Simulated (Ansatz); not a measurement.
Consider Zr₇O₁₆ (cell with a defect).

```yaml
crystal:
  lattice:
    - [0.00000, 5.11580, -5.11580]
    - [-5.11580, 0.00000, -5.11580]
    - [-5.11580, 5.11580, 0.00000]
  atoms:
    - { symbol: Zr, position: [0.00000, 0.50000, 0.00000] }
    - { symbol: Zr, position: [0.00000, 0.00000, 0.00000] }
    - { symbol: Zr, position: [0.50000, 0.00000, 0.00000] }
    - { symbol: Zr, position: [0.00000, 0.50000, 0.50000] }
    - { symbol: Zr, position: [0.50000, 0.50000, 0.50000] }
    - { symbol: Zr, position: [0.00000, 0.00000, 0.50000] }
    - { symbol: Zr, position: [0.50000, 0.00000, 0.50000] }
    - { symbol: O, position: [0.63270, 0.10190, 0.13270] }
    - { symbol: O, position: [0.12277, 0.12277, 0.13169] }
    - { symbol: O, position: [0.63270, 0.63270, 0.13270] }
    - { symbol: O, position: [0.10190, 0.63270, 0.13270] }
    - { symbol: O, position: [0.63169, 0.12277, 0.62277] }
    - { symbol: O, position: [0.12277, 0.12277, 0.62277] }
    - { symbol: O, position: [0.63270, 0.63270, 0.60190] }
    - { symbol: O, position: [0.12277, 0.63169, 0.62277] }
    - { symbol: O, position: [0.87723, 0.36831, 0.37723] }
    - { symbol: O, position: [0.36730, 0.36730, 0.39810] }
    - { symbol: O, position: [0.87723, 0.87723, 0.37723] }
    - { symbol: O, position: [0.36831, 0.87723, 0.37723] }
    - { symbol: O, position: [0.89810, 0.36730, 0.86730] }
    - { symbol: O, position: [0.36730, 0.36730, 0.86730] }
    - { symbol: O, position: [0.87723, 0.87723, 0.86831] }
    - { symbol: O, position: [0.36730, 0.89810, 0.86730] }
```

Computed pressure about 3 GPa in this cell.

The calculation used DFT PBE, scalar-relativistic, plane waves, PAW (Ansatz 0.2.0).

### What will maps of the valence pseudo-density and electron localisation function show?

Zr–O (2.17 Å): ρ at the midpoint is about 0.57 e/Å³; the ELF peaks at about 0.85 in the valence shell of O, 0.6 Å from its nucleus, and drops to about 0.20 between the two atoms; no localised pair shows between them.
Zr–O (2.23 Å): ρ at the midpoint is about 0.49 e/Å³; the ELF peaks at about 0.85 in the valence shell of O, 0.6 Å from its nucleus, and drops to about 0.15 between the two atoms: no shared electron pair shows on this line.

### Does the calculation make it a metal, or give it a gap?

It is metallic or semimetallic at this level of theory: no gap opens.

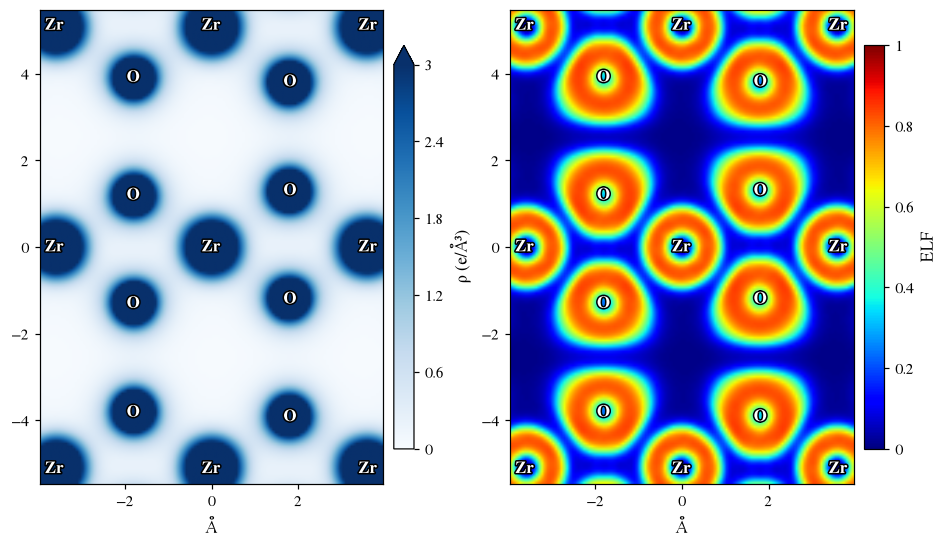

Computed valence pseudo-density and electron localisation function on the (101̄) plane of the calculation cell, in this order. 
